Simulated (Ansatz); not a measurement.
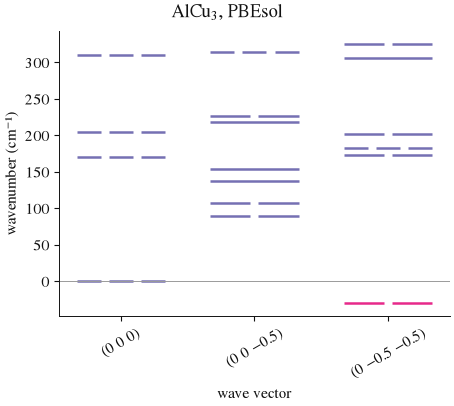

The plot gives the computed phonon frequencies at several wave vectors (in fractions of the reciprocal vectors of the given cell) for AlCu₃, space group Fm-3m (No. 225). Imaginary frequencies are drawn as negative.

Structure:
```yaml
crystal:
  lattice:
    - [0.00000, 2.86471, 2.86471]
    - [2.86471, 0.00000, 2.86471]
    - [2.86471, 2.86471, 0.00000]
  atoms:
    - { symbol: Al, position: [0.00000, 0.00000, 0.00000] }
    - { symbol: Cu, position: [0.50000, 0.50000, 0.50000] }
    - { symbol: Cu, position: [0.25000, 0.25000, 0.25000] }
    - { symbol: Cu, position: [0.75000, 0.75000, 0.75000] }
```

How it was computed, with Ansatz 0.2.0: harmonic phonon frequencies at the irreducible points of a q mesh with atoms at rest in the given cell, q in fractions of the reciprocal cell vectors, no long-range term at q = 0, imaginary frequencies are negative, the first points where there are many; plane waves with PAW datasets. Level: PBEsol, no spin polarisation.

wave cutoff 420 eV; k mesh 12×12×12; occupations Fermi–Dirac; smearing width 0.15 eV; volume relative to the relaxed cell 0.98; phonon method linear response; q mesh 2×2×2.

Question: Is the structure dynamically stable by these modes?

Answer: Imaginary modes appear at (0 −0.5 −0.5), the softest at 30.2i cm⁻¹, so the structure is dynamically unstable.

Question: Where does the highest mode lie?

Answer: The highest mode among the wave vectors computed lies at 325.6 cm⁻¹, at (0 −0.5 −0.5).

Note: metal sensitive to the k mesh; phonon interpolation lacks quadrupole term; vibrations at or below zero.
